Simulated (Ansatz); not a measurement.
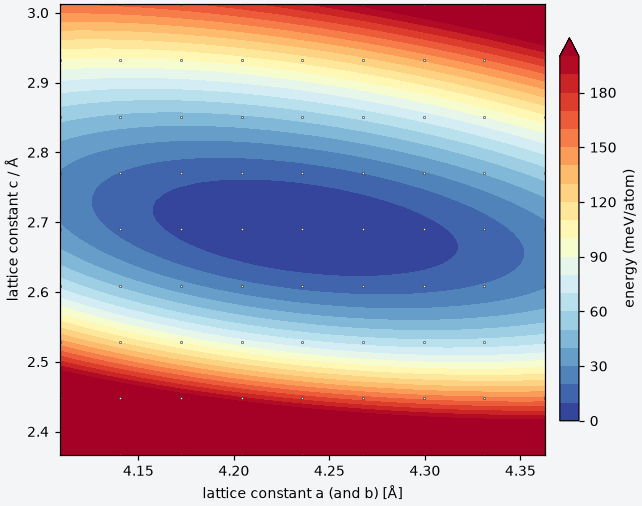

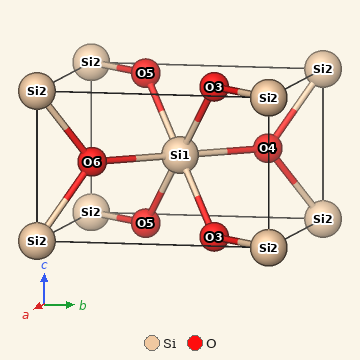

Energy landscape of SiO2 (P4_2/mnm, No. 136; 6 atoms in the cell). The energy is mapped over the lattice constants a and c of the conventional cell. First axis: lattice constant a (and b). Second axis: lattice constant c. Nothing is relaxed (fractional coordinates fixed). Grid: 9 × 9 points. Energies are in meV/atom, from the lowest grid point. All numbers below come from DFT PBE, scalar-relativistic, plane waves, PAW in Ansatz. Settings: cutoff 520 eV, k-mesh 6×6×8 in the order of the run's cell vectors, gaussian smearing 0.05 eV, no spin polarisation.

The picture shows filled contours, dots at the grid points, one colour for all values above the top of the scale. Between grid points the surface is interpolated. The second picture is the structure at the lowest point

Question: Where are the wells?

Answer: The lowest grid point is at lattice constant a (and b) = 4.236 Å, lattice constant c = 2.690 Å. No other kind of well shows on this grid. The highest grid point, lattice constant a (and b) = 4.109 Å, lattice constant c = 2.367 Å, lies 456 meV/atom above the lowest. The gap on the k-mesh is 5.1 eV at the lowest point and runs from 2.0 to 8.8 eV over the map.

The input of one point:

```yaml
crystal:
  lattice:
    - [4.2358788249, 0.0, 0.0]
    - [0.0, 4.2358788249, 0.0]
    - [0.0, 0.0, 2.6897743053]
  atoms:
    - { symbol: Si, position: [0.5, 0.5, 0.5] }
    - { symbol: Si, position: [0.0, 0.0, 0.0] }
    - { symbol: O, position: [0.6930127928, 0.6930127928, 0.0] }
    - { symbol: O, position: [0.1930127928, 0.8069872072, 0.5] }
    - { symbol: O, position: [0.3069872072, 0.3069872072, 0.0] }
    - { symbol: O, position: [0.8069872072, 0.1930127928, 0.5] }
basis:
  ecutwfc: 520.0
kpoints:
  mp_grid: { grid: [6, 6, 8] }
hamiltonian:
  xc: pbe
  pseudopotentials: { kind: paw, azcp: { folder: soft_1 } }
scf:
  occupations: { method: gaussian, width: 0.05 }
output:
  forces: true
  stress: true
  eigenvalues: true
  write_density: true
  write_potential: true
  elf: true
  volumetric_format: npy
```

Each point was launched as `ansatz run input.yaml --threads 2 --pin off --max-ram 4096MiB --backend cpu --events-out ev --progress --plain --runs-dir out`. Time for the 81 points that were run: 6 min on 2 threads of Arm Neoverse N1 (shared host).
